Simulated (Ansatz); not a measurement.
## Geometry relaxation of BaTiO3 (part 1 of 2)

BaTiO3 (5 atoms in the cell), computed with DFT PBE, scalar-relativistic, plane waves, PAW, no spin polarisation (Ansatz 0.2.0).

The structure derives from an entry of the Crystallography Open Database. Figures and captions count atoms from 1; the log counts them from 0 in places.

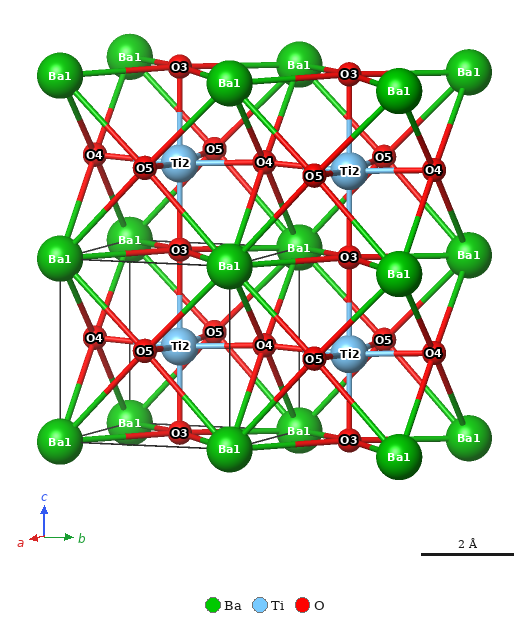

*The structure as given in the input (ball-and-stick view of the cell of the calculation, repeated 1 × 2 × 2, seen slightly off an axis; atoms are numbered from 1 in the order of the input).*

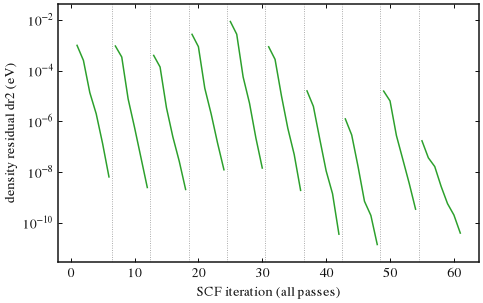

*Convergence of the self-consistent field: density residual dr2 against the SCF iteration. The dotted lines part the SCF passes of the relaxation: geometry steps, rejected trials and re-solves on a re-selected basis.*

The 10 passes take 6 to 7 iterations each, 61 in all.

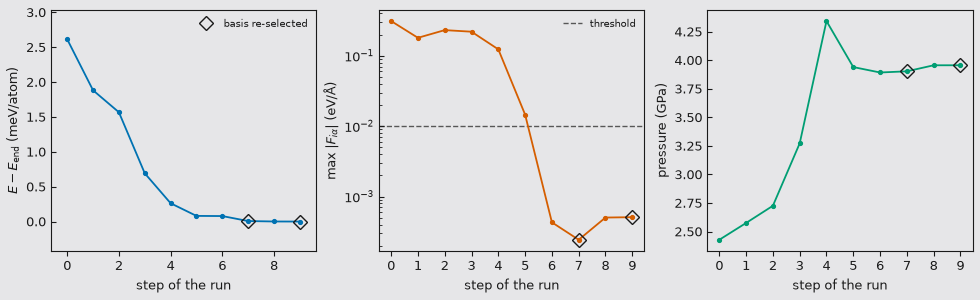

*Progress of the relaxation, step by step (the first geometry is step 0 here and step 1 in the log).*

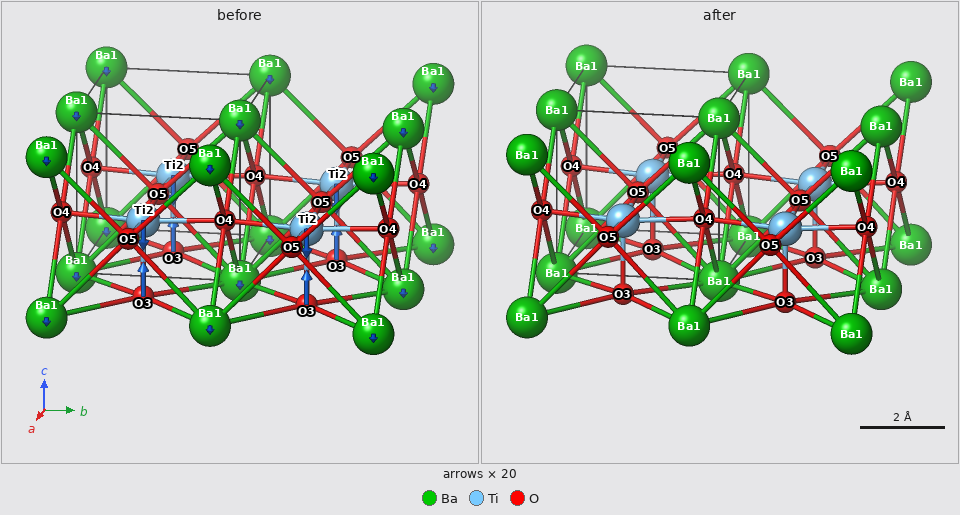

*Before (left) and after (right) the relaxation, at one scale (ball-and-stick view of the cell of the calculation, repeated 2 × 2 × 1, seen slightly off an axis). The blue arrows give the displacements (without the part carried along by the change of the cell), magnified 20 times.*

Over 7 geometry steps the energy falls by 2.6 meV per atom. The largest force component goes from 0.31 to 0.00051 eV/Å. The pressure goes from 2.43 to 3.96 GPa. The basis was re-selected once at an unchanged geometry, which shifts the energy a little without any move. O3 moves most relative to the cell: 0.044 Å. By element the largest moves are O 0.044 Å, Ti 0.038 Å, Ba 0.012 Å. The drawn cell changes at constant volume: a = b 4.000 → 3.971 Å (−0.7 %), c 4.018 → 4.076 Å (+1.4 %). Among the contacts that change: Ti2–O3 2.126 → 2.238 Å, Ba1–O4 2.884 → 2.906 Å, Ba1–O3 2.829 → 2.811 Å, Ti2–O4 2.003 → 1.991 Å. Among the angles that change: Ti2–O4–Ti2 173.8° → 171.3°, O4–Ti2–O4 173.8° → 171.3°, Ba1–O3–Ba1 176.9° → 174.6°. The space group stays P4mm (No. 99). The energy change given includes the shifts at the re-selections in mid-walk, which come without any move. A last SCF at the same geometry on a re-selected plane-wave basis shifts the energy by next to nothing (0.0 meV per atom). (Atoms are counted from 1 in the order of the input.)

These pictures come from the run below.

**Input file**
```yaml
crystal:
  lattice:
    - [3.9998, 0.0, 0.0]
    - [0.0, 3.9998, 0.0]
    - [0.0, 0.0, 4.018]
  atoms:
    - { symbol: Ba, position: [0.0, 0.0, 0.0] }
    - { symbol: Ti, position: [0.5, 0.5, 0.49] }
    - { symbol: O, position: [0.5, 0.5, 0.019] }
    - { symbol: O, position: [0.5, 0.0, 0.517] }
    - { symbol: O, position: [0.0, 0.5, 0.517] }
basis:
  ecutwfc: 420
  ecutrho_ratio: 4
kpoints:
  mp_grid: { grid: [6, 6, 6] }
hamiltonian:
  xc: pbe
scf:
  occupations: { method: gaussian, width: 0.05 }
output:
  forces: true
  stress: true
  eigenvalues: true
relax:
  f_tol: 0.01
  max_steps: 40
  cell: { stress_tol: 0.1, fix: [volume] }
```

Run as:
```bash
ansatz run input.yaml --threads 8 --pin off --max-ram 22528MiB --backend cpu --events-out ev --progress --plain --runs-dir out
```

**Output**
```
Engine: ansatz 0.2.0, x86_64-unknown-linux-gnu
Pseudopotentials: kind: paw
Pseudopotential: Ba, paw, valence charge 10, recommended cutoff 420 eV (normal), Ba.paw.azcp
Pseudopotential: Ti, paw, valence charge 12, recommended cutoff 420 eV (normal), Ti.paw.azcp
Pseudopotential: O, paw, valence charge 6, recommended cutoff 420 eV (normal), O.paw.azcp
Functional definition: PBE
  parameter kappa = 0.804
  parameter beta = 0.06672455060314922
  exchange = pbe_x(kappa = kappa, mu = beta*pi^2/3)
  correlation = pbe_c(beta = beta)
Crystal: 5 atoms, lattice volume = 64.282 Å³
Basis set: ecut = 420 eV, 1237 PW (Γ), exchange–correlation on 54×54×54 points (8 copies of the dense FFT grid, shifted against one another)
Bands: 25, of which v1, the nominal top of the filled ones, is band 20 counted from 1 (19 counted from 0)
Symmetry: 8 space group operations
Space group: P4mm (ITA 99), of the structure as read, at distance tolerance 4.0e-5 Å
k-points: 40 of 216 (time reversal used)
Non-local potential: Ba, projectors of the file, l = 0: 3, l = 1: 2, l = 2: 2, l = 3: 2
Non-local potential: Ti, projectors of the file, l = 0: 3, l = 1: 2, l = 2: 3, l = 3: 1
Non-local potential: O, projectors of the file, l = 0: 2, l = 1: 2, l = 2: 1
PAW form: soft (Blöchl's): semilocal exchange-correlation on the pseudo side does not see the compensation charge
PAW one-centre angular grid: Ba, 194 points (default); XC on 64 Gauss nodes
PAW one-centre angular grid: Ti, 590 points (default); XC on 64 Gauss nodes
PAW one-centre angular grid: O, 110 points (default); XC on 64 Gauss nodes
Initial density: superposition of atomic densities (neutral atoms: chi_scale 0, normalization atom), corrected by the library's trained network
Initial wavefunctions: pseudopotential atomic-orbital guess
Functional: x = pbe(κ = 0.804, μ = 0.2195149727645171), c = pbe(β = 0.06672455060314922)
SCF iter   1: F=—  HF=-10159.577856 eV  |F-HF|=—  |Δ(HF+E_count)|=         —  Δρ=1.59e-3  dr2=9.92e-4  ethr=1.77e-3  ⟨swp⟩=6.1  Hψ=4984  notcnv=0
preconditioner: auto → Resta (q_TF=auto, 2.521 Å⁻¹)  ε∞=5.9  [insulator: Δε(μ)=1.818 eV  Ē_g=11.890 eV  σ=0.050 eV  W_gap=1.00  n_scr=18 (ndim 8)  ℏωp=26.2 eV  f_vac=0.000  D(μ)=0.00/eV (n_scr^D=0)  ε∞_Penn≈5.9]
SCF iter   2: F=—  HF=-10159.578153 eV  |F-HF|=—  |Δ(HF+E_count)|=   2.97e-4  Δρ=7.78e-4  dr2=2.53e-4  ethr=2.48e-6  ⟨swp⟩=2.1  Hψ=1994  notcnv=0  defer=1
SCF iter   3: F=—  HF=-10159.578293 eV  |F-HF|=—  |Δ(HF+E_count)|=   1.39e-4  Δρ=1.09e-4  dr2=1.36e-5  ethr=6.33e-7  ⟨swp⟩=2.8  Hψ=1493  notcnv=0  defer=1
SCF iter   4: F=—  HF=-10159.577571 eV  |F-HF|=—  |Δ(HF+E_count)|=   7.21e-4  Δρ=5.31e-5  dr2=1.99e-6  ethr=3.40e-8  ⟨swp⟩=2.0  Hψ=1720  notcnv=0  defer=1
SCF iter   5: F=—  HF=-10159.577571 eV  |F-HF|=—  |Δ(HF+E_count)|=   4.61e-8  Δρ=1.78e-5  dr2=1.34e-7  ethr=4.97e-9  ⟨swp⟩=2.4  Hψ=1716  notcnv=0  defer=1
SCF iter   6: F=-10159.577571 eV  HF=-10159.577571 eV  |F-HF|=1.28e-9  |Δ(HF+E_count)|=   1.99e-9  Δρ=4.05e-6  dr2=6.44e-9  ethr=2.50e-10  ⟨swp⟩=8.6  Hψ=4662  notcnv=0
SCF 1 converged in 6 iterations: F = -10159.577571 eV  dr2 = 6.44e-9
  greatest PAW one-centre occupation: 0.999 electrons in one spin orbital (limit 2), on the Ti atom at site 1 (counted from 0), in its partial waves of l = 0
relax step   1: F+E_penalty+E_count = -10159.57757110 eV  Δ(F+E_penalty+E_count) = +0.000e0 eV  max|allowed force component| = 3.115e-1 eV/Å  Δτ_max = 0.0000 Å  P = +2.428 GPa  Ω = 64.282 Å³  fix = [volume]  reactions: volume +2.428 GPa  (6 SCF iters, dr2 threshold 1.00e-7 eV, accepted)
Basis set: ecut = 420 eV, 1245 PW (Γ), exchange–correlation on 54×54×54 points (8 copies of the dense FFT grid, shifted against one another)
Initial density: handed on by an earlier stage of this run
Initial wavefunctions: those handed on with the density
iter 1 solved again at ethr=2.19e-6 eV; its pass at ethr=3.10e-3 eV (dr2=8.76e-4 eV) is discarded
SCF iter   1: F=—  HF=-10159.582199 eV  |F-HF|=—  |Δ(HF+E_count)|=         —  Δρ=1.10e-3  dr2=9.34e-4  ethr=2.19e-6  ⟨swp⟩=2.0  Hψ=5092  notcnv=0
preconditioner: auto → Resta (q_TF=auto, 2.521 Å⁻¹)  ε∞=5.8  [insulator: Δε(μ)=1.827 eV  Ē_g=11.920 eV  σ=0.050 eV  W_gap=1.00  n_scr=18 (ndim 8)  ℏωp=26.2 eV  f_vac=0.000  D(μ)=0.00/eV (n_scr^D=0)  ε∞_Penn≈5.8]
SCF iter   2: F=—  HF=-10159.582042 eV  |F-HF|=—  |Δ(HF+E_count)|=   1.57e-4  Δρ=6.24e-4  dr2=3.44e-4  ethr=2.19e-6  ⟨swp⟩=1.0  Hψ=1000  notcnv=0
SCF iter   3: F=—  HF=-10159.581227 eV  |F-HF|=—  |Δ(HF+E_count)|=   8.14e-4  Δρ=1.01e-4  dr2=7.64e-6  ethr=8.61e-7  ⟨swp⟩=2.0  Hψ=1443  notcnv=0
SCF iter   4: F=—  HF=-10159.581227 eV  |F-HF|=—  |Δ(HF+E_count)|=   3.55e-7  Δρ=3.85e-5  dr2=5.80e-7  ethr=1.91e-8  ⟨swp⟩=2.0  Hψ=1791  notcnv=0
iter 5 did not close the SCF: its close was put off for the readings that it lacked (scf_convergence_deferred on its scf_iter line)
SCF iter   5: F=-10159.581228 eV  HF=-10159.581228 eV  |F-HF|=5.46e-9  |Δ(HF+E_count)|=   5.80e-7  Δρ=9.65e-6  dr2=3.78e-8  ethr=1.45e-9  ⟨swp⟩=2.1  Hψ=1563  notcnv=0
SCF iter   6: F=-10159.581228 eV  HF=-10159.581228 eV  |F-HF|=1.23e-9  |Δ(HF+E_count)|=   1.10e-8  Δρ=2.42e-6  dr2=2.46e-9  ethr=9.45e-11  ⟨swp⟩=2.6  Hψ=3470  notcnv=0
SCF 2 converged in 6 iterations: F = -10159.581228 eV  dr2 = 2.46e-9
relax step   2: F+E_penalty+E_count = -10159.58122760 eV  Δ(F+E_penalty+E_count) = -3.656e-3 eV  max|allowed force component| = 1.801e-1 eV/Å  Δτ_max = 0.0125 Å  P = +2.575 GPa  Ω = 64.282 Å³  energy of the carried Pulay correction = -3.637e-17 eV  fix = [volume]  reactions: volume +2.575 GPa  (6 SCF iters, dr2 threshold 5.00e-7 eV, accepted)
Basis set: ecut = 420 eV, 1261 PW (Γ), exchange–correlation on 54×54×54 points (8 copies of the dense FFT grid, shifted against one another)
iter 1 solved again at ethr=9.46e-7 eV; its pass at ethr=3.10e-3 eV (dr2=3.78e-4 eV) is discarded
SCF iter   1: F=—  HF=-10159.583593 eV  |F-HF|=—  |Δ(HF+E_count)|=         —  Δρ=7.62e-4  dr2=3.98e-4  ethr=9.46e-7  ⟨swp⟩=2.0  Hψ=5118  notcnv=0
preconditioner: auto → Resta (q_TF=auto, 2.521 Å⁻¹)  ε∞=5.8  [insulator: Δε(μ)=1.835 eV  Ē_g=11.935 eV  σ=0.050 eV  W_gap=1.00  n_scr=18 (ndim 8)  ℏωp=26.2 eV  f_vac=0.000  D(μ)=0.00/eV (n_scr^D=0)  ε∞_Penn≈5.8]
SCF iter   2: F=—  HF=-10159.582834 eV  |F-HF|=—  |Δ(HF+E_count)|=   7.59e-4  Δρ=4.30e-4  dr2=1.39e-4  ethr=9.46e-7  ⟨swp⟩=2.0  Hψ=1580  notcnv=0
SCF iter   3: F=—  HF=-10159.582802 eV  |F-HF|=—  |Δ(HF+E_count)|=   3.17e-5  Δρ=7.34e-5  dr2=3.44e-6  ethr=3.48e-7  ⟨swp⟩=2.1  Hψ=1449  notcnv=0
iter 4 did not close the SCF: its close was put off for the readings that it lacked (scf_convergence_deferred on its scf_iter line)
SCF iter   4: F=-10159.582803 eV  HF=-10159.582802 eV  |F-HF|=1.66e-7  |Δ(HF+E_count)|=   4.62e-8  Δρ=2.40e-5  dr2=2.44e-7  ethr=8.60e-9  ⟨swp⟩=2.0  Hψ=1674  notcnv=0
iter 5 did not close the SCF: its close was put off for the readings that it lacked (scf_convergence_deferred on its scf_iter line)
SCF iter   5: F=-10159.582803 eV  HF=-10159.582803 eV  |F-HF|=3.36e-9  |Δ(HF+E_count)|=   1.97e-7  Δρ=7.15e-6  dr2=2.68e-8  ethr=6.10e-10  ⟨swp⟩=2.3  Hψ=1696  notcnv=0
SCF iter   6: F=-10159.582803 eV  HF=-10159.582803 eV  |F-HF|=4.98e-10  |Δ(HF+E_count)|=   7.02e-9  Δρ=1.80e-6  dr2=2.06e-9  ethr=6.69e-11  ⟨swp⟩=2.5  Hψ=3167  notcnv=0
SCF 3 converged in 6 iterations: F = -10159.582803 eV  dr2 = 2.06e-9
relax step   3: F+E_penalty+E_count = -10159.58280267 eV  Δ(F+E_penalty+E_count) = -1.575e-3 eV  max|allowed force component| = 2.316e-1 eV/Å  Δτ_max = 0.0086 Å  P = +2.726 GPa  Ω = 64.282 Å³  energy of the carried Pulay correction = -1.091e-16 eV  fix = [volume]  reactions: volume +2.726 GPa  (6 SCF iters, dr2 threshold 5.00e-7 eV, accepted)
iter 1 solved again at ethr=6.75e-6 eV; its pass at ethr=3.10e-3 eV (dr2=2.70e-3 eV) is discarded
SCF iter   1: F=—  HF=-10159.588384 eV  |F-HF|=—  |Δ(HF+E_count)|=         —  Δρ=2.19e-3  dr2=2.70e-3  ethr=6.75e-6  ⟨swp⟩=1.1  Hψ=5152  notcnv=0
preconditioner: auto → Resta (q_TF=auto, 2.521 Å⁻¹)  ε∞=5.8  [insulator: Δε(μ)=1.832 eV  Ē_g=11.968 eV  σ=0.050 eV  W_gap=1.00  n_scr=18 (ndim 8)  ℏωp=26.2 eV  f_vac=0.000  D(μ)=0.00/eV (n_scr^D=0)  ε∞_Penn≈5.8]
SCF iter   2: F=—  HF=-10159.587988 eV  |F-HF|=—  |Δ(HF+E_count)|=   3.96e-4  Δρ=1.21e-3  dr2=8.80e-4  ethr=6.74e-6  ⟨swp⟩=1.0  Hψ=1000  notcnv=0
SCF iter   3: F=—  HF=-10159.587825 eV  |F-HF|=—  |Δ(HF+E_count)|=   1.64e-4  Δρ=1.79e-4  dr2=2.02e-5  ethr=2.20e-6  ⟨swp⟩=2.2  Hψ=1570  notcnv=0
SCF iter   4: F=—  HF=-10159.587179 eV  |F-HF|=—  |Δ(HF+E_count)|=   6.46e-4  Δρ=6.41e-5  dr2=1.95e-6  ethr=5.04e-8  ⟨swp⟩=2.0  Hψ=1800  notcnv=0
iter 5 did not close the SCF: its close was put off for the readings that it lacked (scf_convergence_deferred on its scf_iter line)
SCF iter   5: F=-10159.587180 eV  HF=-10159.587180 eV  |F-HF|=1.91e-9  |Δ(HF+E_count)|=   7.00e-7  Δρ=1.59e-5  dr2=1.39e-7  ethr=4.88e-9  ⟨swp⟩=2.4  Hψ=1773  notcnv=0
SCF iter   6: F=-10159.587180 eV  HF=-10159.587180 eV  |F-HF|=4.85e-9  |Δ(HF+E_count)|=   4.63e-8  Δρ=4.57e-6  dr2=1.23e-8  ethr=3.48e-10  ⟨swp⟩=3.9  Hψ=3813  notcnv=0
SCF 4 converged in 6 iterations: F = -10159.587180 eV  dr2 = 1.23e-8
relax step   4: F+E_penalty+E_count = -10159.58717997 eV  Δ(F+E_penalty+E_count) = -4.377e-3 eV  max|allowed force component| = 2.199e-1 eV/Å  Δτ_max = 0.0153 Å  P = +3.272 GPa  Ω = 64.282 Å³  energy of the carried Pulay correction = -1.091e-16 eV  fix = [volume]  reactions: volume +3.272 GPa  (6 SCF iters, dr2 threshold 5.00e-7 eV, accepted)
iter 1 solved again at ethr=2.18e-5 eV; its pass at ethr=3.10e-3 eV (dr2=8.71e-3 eV) is discarded
SCF iter   1: F=—  HF=-10159.591748 eV  |F-HF|=—  |Δ(HF+E_count)|=         —  Δρ=3.90e-3  dr2=8.65e-3  ethr=2.18e-5  ⟨swp⟩=1.1  Hψ=5231  notcnv=0
preconditioner: auto → Resta (q_TF=auto, 2.521 Å⁻¹)  ε∞=5.7  [insulator: Δε(μ)=1.843 eV  Ē_g=12.044 eV  σ=0.050 eV  W_gap=1.00  n_scr=18 (ndim 8)  ℏωp=26.2 eV  f_vac=0.000  D(μ)=0.00/eV (n_scr^D=0)  ε∞_Penn≈5.7]
SCF iter   2: F=—  HF=-10159.590412 eV  |F-HF|=—  |Δ(HF+E_count)|=   1.34e-3  Δρ=2.10e-3  dr2=2.72e-3  ethr=2.16e-5  ⟨swp⟩=2.0  Hψ=1181  notcnv=0
SCF iter   3: F=—  HF=-10159.589905 eV  |F-HF|=—  |Δ(HF+E_count)|=   5.07e-4  Δρ=2.85e-4  dr2=5.66e-5  ethr=6.80e-6  ⟨swp⟩=2.2  Hψ=1494  notcnv=0
SCF iter   4: F=—  HF=-10159.589324 eV  |F-HF|=—  |Δ(HF+E_count)|=   5.80e-4  Δρ=1.02e-4  dr2=5.20e-6  ethr=1.41e-7  ⟨swp⟩=2.0  Hψ=1778  notcnv=0
iter 5 did not close the SCF: its close was put off for the readings that it lacked (scf_convergence_deferred on its scf_iter line)
SCF iter   5: F=-10159.589325 eV  HF=-10159.589325 eV  |F-HF|=1.22e-9  |Δ(HF+E_count)|=   1.11e-6  Δρ=2.20e-5  dr2=2.21e-7  ethr=1.30e-8  ⟨swp⟩=2.4  Hψ=1714  notcnv=0
SCF iter   6: F=-10159.589326 eV  HF=-10159.589326 eV  |F-HF|=3.49e-9  |Δ(HF+E_count)|=   6.12e-8  Δρ=5.42e-6  dr2=1.44e-8  ethr=5.52e-10  ⟨swp⟩=4.2  Hψ=4009  notcnv=0
the search or the solves at the SCF's close seem to have found levels that the self-consistency loop had missed (the run counts 1). By its estimate they hold under 1e-12 electrons; where the run keeps them, the occupations were computed again with them
SCF 5 converged in 6 iterations: F = -10159.589326 eV  dr2 = 1.44e-8
relax step   5: F+E_penalty+E_count = -10159.58932553 eV  Δ(F+E_penalty+E_count) = -2.146e-3 eV  max|allowed force component| = 1.235e-1 eV/Å  Δτ_max = 0.0285 Å  P = +4.343 GPa  Ω = 64.282 Å³  energy of the carried Pulay correction = -3.637e-17 eV  fix = [volume]  reactions: volume +4.343 GPa  (6 SCF iters, dr2 threshold 5.00e-7 eV, accepted)
iter 1 solved again at ethr=2.19e-6 eV; its pass at ethr=3.10e-3 eV (dr2=8.75e-4 eV) is discarded
SCF iter   1: F=—  HF=-10159.591016 eV  |F-HF|=—  |Δ(HF+E_count)|=         —  Δρ=1.18e-3  dr2=8.72e-4  ethr=2.19e-6  ⟨swp⟩=2.0  Hψ=5141  notcnv=0
preconditioner: auto → Resta (q_TF=auto, 2.521 Å⁻¹)  ε∞=5.7  [insulator: Δε(μ)=1.884 eV  Ē_g=12.074 eV  σ=0.050 eV  W_gap=1.00  n_scr=18 (ndim 8)  ℏωp=26.2 eV  f_vac=0.000  D(μ)=0.00/eV (n_scr^D=0)  ε∞_Penn≈5.7]
SCF iter   2: F=—  HF=-10159.590894 eV  |F-HF|=—  |Δ(HF+E_count)|=   1.22e-4  Δρ=6.40e-4  dr2=2.78e-4  ethr=2.18e-6  ⟨swp⟩=1.0  Hψ=1001  notcnv=0
SCF iter   3: F=—  HF=-10159.590235 eV  |F-HF|=—  |Δ(HF+E_count)|=   6.59e-4  Δρ=1.21e-4  dr2=1.02e-5  ethr=6.95e-7  ⟨swp⟩=2.5  Hψ=1644  notcnv=0
SCF iter   4: F=—  HF=-10159.590233 eV  |F-HF|=—  |Δ(HF+E_count)|=   1.66e-6  Δρ=3.24e-5  dr2=5.31e-7  ethr=2.55e-8  ⟨swp⟩=2.2  Hψ=1583  notcnv=0
iter 5 did not close the SCF: its close was put off for the readings that it lacked (scf_convergence_deferred on its scf_iter line)
SCF iter   5: F=-10159.590234 eV  HF=-10159.590234 eV  |F-HF|=9.75e-10  |Δ(HF+E_count)|=   2.52e-7  Δρ=9.70e-6  dr2=4.91e-8  ethr=1.33e-9  ⟨swp⟩=2.2  Hψ=1736  notcnv=0
SCF iter   6: F=-10159.590234 eV  HF=-10159.590234 eV  |F-HF|=1.32e-9  |Δ(HF+E_count)|=   1.59e-8  Δρ=2.01e-6  dr2=1.90e-9  ethr=1.23e-10  ⟨swp⟩=3.0  Hψ=3417  notcnv=0
the search or the solves at the SCF's close seem to have found levels that the self-consistency loop had missed (the run counts 1). By its estimate they hold under 1e-12 electrons; where the run keeps them, the occupations were computed again with them
SCF 6 converged in 6 iterations: F = -10159.590234 eV  dr2 = 1.90e-9
relax step   6: F+E_penalty+E_count = -10159.59023357 eV  Δ(F+E_penalty+E_count) = -9.080e-4 eV  max|allowed force component| = 1.461e-2 eV/Å  Δτ_max = 0.0100 Å  P = +3.940 GPa  Ω = 64.282 Å³  energy of the carried Pulay correction = -3.637e-17 eV  fix = [volume]  reactions: volume +3.940 GPa  (6 SCF iters, dr2 threshold 5.00e-7 eV, accepted)
iter 1 solved again at ethr=4.00e-8 eV; its pass at ethr=3.10e-3 eV (dr2=1.60e-5 eV) is discarded
```
